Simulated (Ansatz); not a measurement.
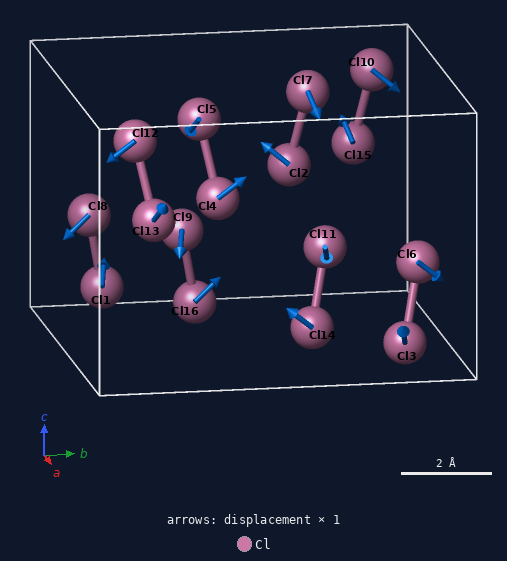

This is a relaxation of crystalline Cl (built on the database_138 type) (coarse preliminary run). The starting structure is drawn; blue arrows show the displacements (the part carried along by the change of the cell is left out), at their true length.

Style: ball-and-stick. Shown: the cell of the calculation, slightly off an axis.

Case: structure reported for this formula (P4_2/ncm, No. 138).

Computed with Ansatz, DFT PBE, scalar-relativistic, plane waves, PAW. Set-up: plane-wave cutoff 420 eV; k-point mesh 2 × 2 × 4; occupations gaussian; smearing width 0.1 eV; no spin polarisation; cell and atoms relaxed; force threshold 0.04 eV/Å; at most 70 steps.

Describe the change and its energy.

Answer. The energy falls by 1071 meV per atom in 8 accepted moves (9 points after the start). The largest force component goes from 4.3 to 0.027 eV/Å. The pressure goes from 23.81 to 0.33 GPa. The SCF was repeated once at an unchanged geometry on a basis and grid sized afresh for the cell, which shifted the energy by 16.3 meV per atom at most. The largest moves relative to the cell, 0.82 Å, are those of 16 atoms (Cl1, Cl2, Cl3, Cl4 and others). Cl4 goes roughly along [1 3 3]. The volume changes by +73.9 %, with a = b 8.560 → 10.467 Å (+22.3 %), c 6.120 → 7.117 Å (+16.3 %). Near-neighbour distances that change, for instance: Cl1–Cl16 2.518 → 3.725 Å, Cl1–Cl10 2.845 → 3.845 Å, Cl10–Cl15 1.823 → 2.005 Å. The space group stays P4_2/ncm (No. 138).
